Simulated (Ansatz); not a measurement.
# Single-point calculation, with input and output: Sn (part 2 of 2)

The same run, continued: Sn (slab, 17 atoms in the cell); DFT PBEsol, scalar-relativistic, plane waves, PAW, no spin polarisation (Ansatz 0.2.0); cutoff 420 eV, 2×2×1 k-mesh, Gaussian smearing of 0.1 eV. The structure derives from an entry of the Crystallography Open Database. It belongs to a series of runs on one base structure; here: k mesh: [2, 2, 1].

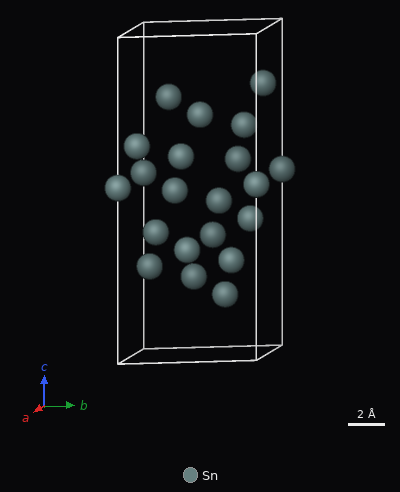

The structure as given in the input (spheres-only view of the cell of the calculation, with the vacuum cut short, seen slightly off an axis). An atom can appear more than once, as a periodic image.

## Output, continued
```
  k-point 1: bands = ["-20.5351", "-20.5209", "-20.5171", "-20.5067", "-20.5067", "-20.4970", "-20.4882", "-20.4857", "-20.4654", "-20.4601", "-20.4597", "-20.4413", "-20.4348", "-20.4195", "-20.4193", "-20.4025", "-20.3973", "-20.3710", "-20.3701", "-20.3653", "-20.3631", "-20.3536", "-20.3478", "-20.3415", "-20.3326", "-20.3310", "-20.3224", "-20.3221", "-20.3053", "-20.3053", "-20.2933", "-20.2885", "-20.2829", "-20.2803", "-20.2750", "-20.2678", "-20.2627", "-20.2621", "-20.2525", "-20.2507", "-20.2465", "-20.2236", "-20.2207", "-20.2145", "-20.2082", "-20.2059", "-20.1947", "-20.1870", "-20.1860", "-20.1729", "-20.1650", "-20.1633", "-20.1572", "-20.1526", "-20.1498", "-20.1375", "-20.1301", "-20.1271", "-20.1058", "-20.1051", "-20.0879", "-20.0873", "-20.0741", "-20.0741", "-20.0618", "-20.0588", "-20.0526", "-20.0511", "-20.0457", "-20.0432", "-20.0363", "-20.0310", "-20.0304", "-20.0187", "-20.0185", "-20.0077", "-20.0062", "-20.0003", "-20.0000", "-19.9698", "-19.9679", "-19.9342", "-19.9336", "-19.9180", "-19.9180", "-8.5330", "-8.5152", "-7.9690", "-7.9662", "-7.2381", "-7.1744", "-6.5693", "-6.4265", "-6.1398", "-5.9727", "-5.5274", "-4.8796", "-4.6135", "-3.7677", "-3.5659", "-3.0046", "-2.8864", "-1.8165", "-1.8085", "-1.1732", "-1.1577", "-1.1389", "-1.1299", "-0.9182", "-0.7958", "-0.7709", "-0.7503", "-0.6065", "-0.2675", "-0.2541", "0.3736", "0.4423", "0.6830", "0.6834", "1.0470", "1.2371", "1.4479", "1.6371", "2.2191", "2.2841", "2.2954", "2.6787", "2.8237", "2.9531", "3.0671", "3.1388", "3.1488", "3.4074", "3.4507", "3.8564", "4.0371", "4.0986", "4.2468", "4.7780", "4.8137", "5.2364", "5.2953", "5.3872"]
  k-point 2: bands = ["-20.5305", "-20.5274", "-20.5186", "-20.5116", "-20.5039", "-20.4967", "-20.4906", "-20.4839", "-20.4727", "-20.4649", "-20.4530", "-20.4440", "-20.4351", "-20.4189", "-20.4037", "-20.3987", "-20.3872", "-20.3788", "-20.3660", "-20.3647", "-20.3571", "-20.3541", "-20.3456", "-20.3400", "-20.3363", "-20.3282", "-20.3248", "-20.3189", "-20.3164", "-20.3102", "-20.3063", "-20.3021", "-20.2943", "-20.2871", "-20.2802", "-20.2683", "-20.2587", "-20.2460", "-20.2449", "-20.2357", "-20.2289", "-20.2263", "-20.2211", "-20.2091", "-20.2057", "-20.1997", "-20.1933", "-20.1913", "-20.1861", "-20.1765", "-20.1753", "-20.1658", "-20.1584", "-20.1473", "-20.1400", "-20.1330", "-20.1302", "-20.1234", "-20.1111", "-20.1027", "-20.1001", "-20.0935", "-20.0749", "-20.0731", "-20.0674", "-20.0614", "-20.0534", "-20.0528", "-20.0453", "-20.0425", "-20.0371", "-20.0331", "-20.0282", "-20.0219", "-20.0190", "-20.0120", "-20.0097", "-19.9941", "-19.9836", "-19.9782", "-19.9687", "-19.9419", "-19.9323", "-19.9204", "-19.9093", "-8.2613", "-8.2373", "-7.8745", "-7.7507", "-7.6014", "-7.2855", "-7.1931", "-6.9760", "-5.9557", "-5.2050", "-5.0952", "-4.8300", "-4.7434", "-4.3864", "-3.9350", "-3.7240", "-3.4145", "-1.9009", "-1.8399", "-1.4807", "-1.3712", "-0.8135", "-0.7598", "-0.7050", "-0.6169", "-0.5115", "-0.2867", "-0.1723", "-0.1287", "0.0394", "0.2142", "0.3658", "0.6426", "0.9486", "0.9571", "1.0584", "1.4581", "1.6414", "2.1898", "2.4829", "2.9607", "3.1110", "3.1818", "3.2957", "3.4727", "3.6627", "4.0490", "4.1480", "4.2708", "4.4060", "4.5261", "4.6413", "4.6514", "4.8360", "4.9097", "5.0900", "5.2218", "5.3031"]
  k-point 3: bands = ["-20.5305", "-20.5274", "-20.5186", "-20.5116", "-20.5039", "-20.4967", "-20.4906", "-20.4839", "-20.4727", "-20.4649", "-20.4530", "-20.4440", "-20.4351", "-20.4189", "-20.4037", "-20.3987", "-20.3872", "-20.3788", "-20.3660", "-20.3647", "-20.3571", "-20.3541", "-20.3456", "-20.3400", "-20.3363", "-20.3282", "-20.3248", "-20.3189", "-20.3164", "-20.3102", "-20.3063", "-20.3021", "-20.2943", "-20.2871", "-20.2802", "-20.2683", "-20.2587", "-20.2460", "-20.2449", "-20.2357", "-20.2289", "-20.2263", "-20.2211", "-20.2091", "-20.2057", "-20.1997", "-20.1933", "-20.1913", "-20.1861", "-20.1765", "-20.1753", "-20.1658", "-20.1584", "-20.1473", "-20.1400", "-20.1330", "-20.1302", "-20.1234", "-20.1111", "-20.1027", "-20.1001", "-20.0935", "-20.0749", "-20.0731", "-20.0674", "-20.0614", "-20.0534", "-20.0528", "-20.0453", "-20.0425", "-20.0371", "-20.0331", "-20.0282", "-20.0219", "-20.0190", "-20.0120", "-20.0097", "-19.9941", "-19.9836", "-19.9782", "-19.9687", "-19.9419", "-19.9323", "-19.9204", "-19.9093", "-8.2613", "-8.2373", "-7.8745", "-7.7507", "-7.6014", "-7.2855", "-7.1931", "-6.9760", "-5.9557", "-5.2050", "-5.0952", "-4.8300", "-4.7434", "-4.3864", "-3.9350", "-3.7240", "-3.4145", "-1.9009", "-1.8399", "-1.4807", "-1.3712", "-0.8135", "-0.7598", "-0.7050", "-0.6169", "-0.5115", "-0.2867", "-0.1723", "-0.1287", "0.0394", "0.2142", "0.3658", "0.6426", "0.9486", "0.9571", "1.0584", "1.4581", "1.6414", "2.1898", "2.4829", "2.9607", "3.1110", "3.1818", "3.2957", "3.4727", "3.6627", "4.0490", "4.1480", "4.2708", "4.4060", "4.5261", "4.6413", "4.6514", "4.8360", "4.9097", "5.0900", "5.2218", "5.3031"]
```

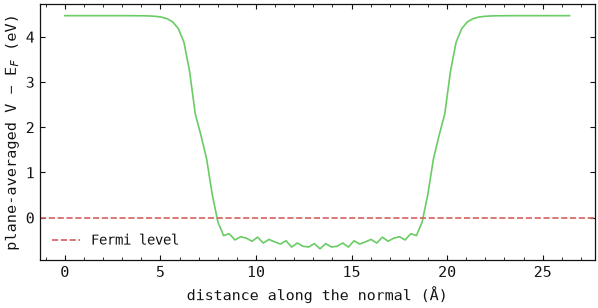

Plane average of the electrostatic potential energy of an electron across the cell, from the Fermi level. The vacuum level lies 4.47 eV above the Fermi level.

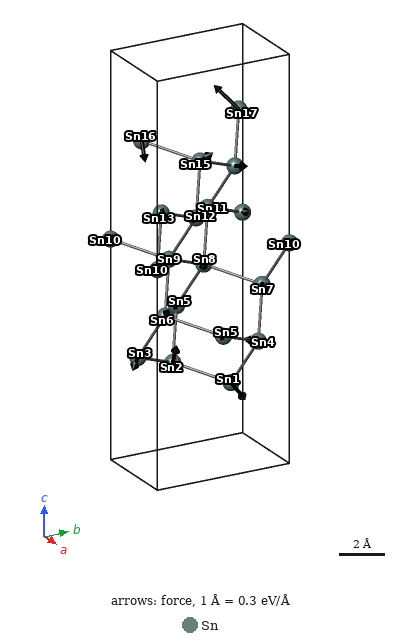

Forces on the atoms as black arrows (ball-and-stick view of the cell of the calculation, with the vacuum cut short, seen slightly off an axis; atoms are numbered from 1 in the order of the input); the smallest are left out. The largest act on Sn1, Sn17 (0.47 eV/Å); Sn2, Sn16 (0.31 eV/Å); Sn3, Sn15 (0.25 eV/Å); Sn4, Sn14 (0.21 eV/Å), among others. 

This output came from the following input.

## The input
```yaml
crystal:
  lattice:
    - [6.5415585737, 0.0, 0.0]
    - [-3.2707792869, 7.3136848248, 0.0]
    - [0.0, 0.0, 26.7018957197]
  atoms:
    - { symbol: Sn, position: [0.6, 0.7, 0.2808789338] }
    - { symbol: Sn, position: [0.2, 0.4, 0.3082690671] }
    - { symbol: Sn, position: [0.3, 0.1, 0.3356592003] }
    - { symbol: Sn, position: [0.9, 0.8, 0.3630493336] }
    - { symbol: Sn, position: [0.0, 0.5, 0.3904394669] }
    - { symbol: Sn, position: [0.6, 0.2, 0.4178296002] }
    - { symbol: Sn, position: [0.7, 0.9, 0.4452197334] }
    - { symbol: Sn, position: [0.3, 0.6, 0.4726098667] }
    - { symbol: Sn, position: [0.4, 0.3, 0.5] }
    - { symbol: Sn, position: [0.0, 0.0, 0.5273901333] }
    - { symbol: Sn, position: [0.1, 0.7, 0.5547802666] }
    - { symbol: Sn, position: [0.7, 0.4, 0.5821703998] }
    - { symbol: Sn, position: [0.8, 0.1, 0.6095605331] }
    - { symbol: Sn, position: [0.4, 0.8, 0.6369506664] }
    - { symbol: Sn, position: [0.5, 0.5, 0.6643407997] }
    - { symbol: Sn, position: [0.1, 0.2, 0.6917309329] }
    - { symbol: Sn, position: [0.2, 0.9, 0.7191210662] }
basis:
  ecutwfc: 420
kpoints:
  mp_grid: { grid: [2, 2, 1] }
hamiltonian:
  xc: pbesol
scf:
  occupations: { method: gaussian, width: 0.1 }
output:
  forces: true
  stress: true
  eigenvalues: true
efield:
  axis: 3
  dipole_correction: true
  ramp_width: 0.04
```

Command:
```bash
ansatz run input.yaml --threads 4 --pin off --max-ram 10240MiB --backend cpu --events-out ev --progress --plain --runs-dir out
```

## Key numbers

| quantity | value |
| --- | --- |
| outcome | converged |
| electrons treated | 238 |
| free energy | −101140.0053 eV |
| work function, top face | 4.47 eV |
| work function, bottom face | 4.47 eV |
| Fermi energy | 0.957 eV |
| gap on the k-point mesh | none (metallic) |
| work function (upper face) | 4.47 eV |
| largest force (length of the vector) | 0.472 eV/Å |
| hardware | 4 threads of AMD EPYC (Zen 5), 32 GiB of memory available, shared host |
| wall time | 4.3 s (CPU time 16 s) |
| peak memory | 3.5 GiB |

The k-point mesh is coarse for a cell of this size, so the results may not be converged.
